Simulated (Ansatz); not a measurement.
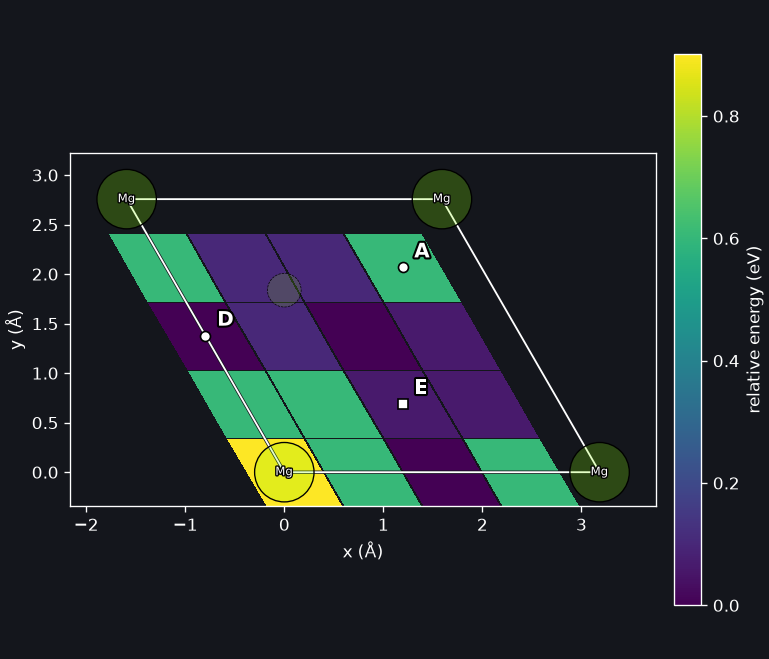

H on a Mg(001) slab cut from the R-3m phase (4 atoms of substrate and one adsorbate in a 1 × 1 cell). 
- One H atom a 1 × 1 cell is placed over a mesh of places on the rigid (0 0 1) surface, and only its height is relaxed.
- Places are given modulo a cell vector. The map is drawn in real space over the plane of the surface.
- Grid: 4 × 4 points.
- Energies: eV, counted from the lowest grid point.
- This mesh misses the points at thirds of the hexagonal cell. With one adsorbate in each 1 × 1 cell, its nearest image is 3.2 Å away, so neighbouring adsorbates interact.
- The calculation used DFT PBEsol, scalar-relativistic, plane waves, PAW in Ansatz.

In the figure: one coloured cell a grid point, labelled circles for the atoms of the top layer and small ones for the second layer, the outline of one cell of the plane, lettered points.

### Rank the lettered points by energy, lowest first.

D (0.00 eV), E (0.06 eV), A (0.60 eV).
